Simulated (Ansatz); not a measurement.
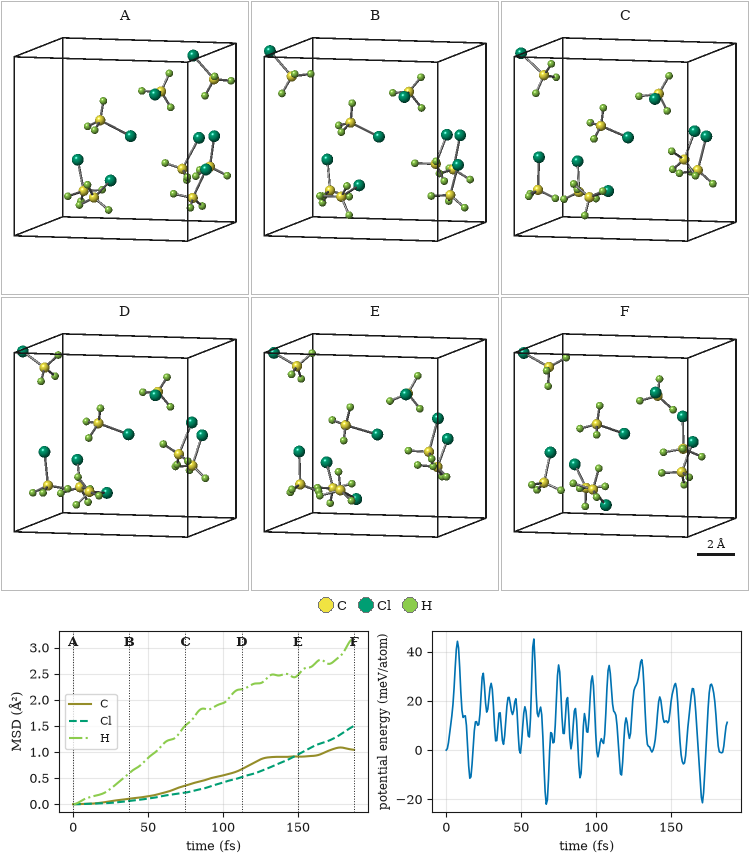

Molecular dynamics of a periodic cell with 8 CH3Cl at 0.701 g/cm³, 188 fs long. It starts from the last geometry of an earlier run, with fresh velocities. Frames (A at 0 fs, B at 38 fs, C at 75 fs, D at 112 fs, E at 150 fs, F at 188 fs) and the history of the run. The picture is a ball-and-stick view of the simulation cell, seen slightly off an axis. Atoms that leave the cell re-enter on the other side.

The calculation used DFT PBE-D3(BJ), scalar-relativistic, plane waves, PAW (Ansatz). Settings: plane-wave cutoff 420 eV; k-point mesh 1 × 1 × 1; Fermi-Dirac smearing 0.05 eV; low-accuracy preset; constant energy (NVE); velocities drawn for 1000 K; time step 0.75 fs.

Q: Describe the run.

A: The mean temperature in the second half is 910 K (standard deviation 97 K). The potential energy in the second half lies on average 11.5 meV per atom above the first frame. Root-mean-square distances from the starting positions over the second half, with the common drift of all atoms taken out: H 1.57 Å, Cl 0.93 Å, C 0.93 Å. The molecules turn and drift from their places.

Limits of the set-up: the program's low-accuracy preset was used.
